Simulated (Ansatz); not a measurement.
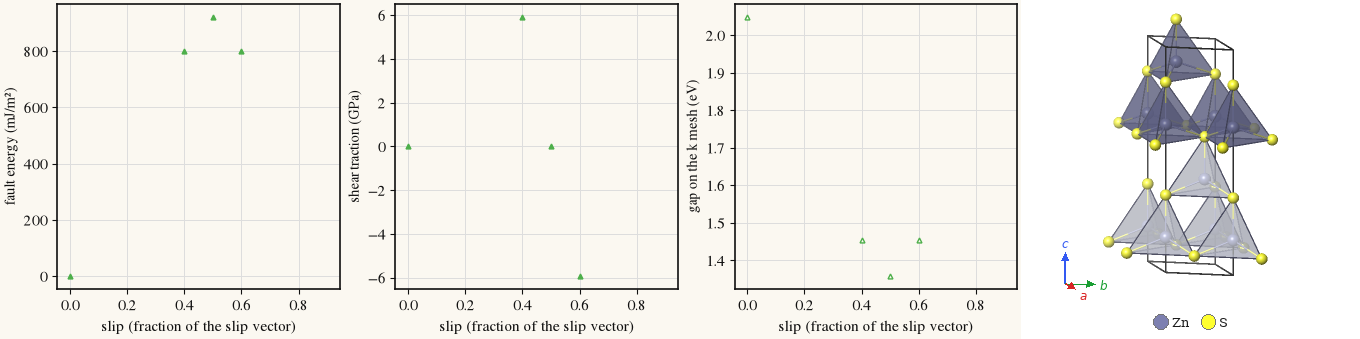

The figure shows the fault energy, shear traction and gap on the k mesh against slip for ZnS, space group P6_3mc (No. 186). The cell is drawn beside the plot.

The given structure:
```
CELL_PARAMETERS angstrom
-3.84672 0.00000 0.00000
-1.92336 -3.33136 0.00000
0.00000 0.00000 12.59023
ATOMIC_POSITIONS crystal
Zn 0.00000 0.00000 0.65625
Zn 0.00000 0.00000 0.15625
Zn 0.33333 0.33333 0.90622
Zn 0.66667 0.66667 0.40622
S 0.00000 0.00000 0.84349
S 0.00000 0.00000 0.34349
S 0.33333 0.33333 0.09384
S 0.66667 0.66667 0.59384
```

Computed with Ansatz 0.2.0: rigid slide of a crystal across a plane by tilting cell vector c, one fault a cell, unrelaxed, by plane-wave density functional theory with PAW datasets, free energies less that of the undisturbed cell; scalar-relativistic. Level: PBE, no spin polarisation.

- wave cutoff: 420 eV
- k mesh: 8×8×2
- occupations: Gaussian
- smearing width: 0.05 eV
- k shift: (0, 0, 0) (mesh steps)
- start: relaxed
- height of the cut: 0 (fraction of cell vector c)
- slip vector: (1, 0) (multiples of cell vectors a and b)

The points at slip 0.6, 0.7, 0.8 and 0.9 follow from computed ones by symmetry.

The points at slip 0.1, 0.2, 0.3, 0.7, 0.8 and 0.9 are left out of the plot. What values does the calculation give there?

```
slip (fraction of the slip vector)  fault energy (mJ/m²)  shear traction (GPa)  gap on the k mesh (eV)
                               0.1                  58.0                  3.06                   1.976
                               0.2                 237.7                  6.22                   1.844
                               0.3                 518.5                  7.93                   1.656
                               0.7                 518.5                 -7.93                   1.656
                               0.8                 237.7                 -6.22                   1.844
                               0.9                  58.0                 -3.06                   1.976
```
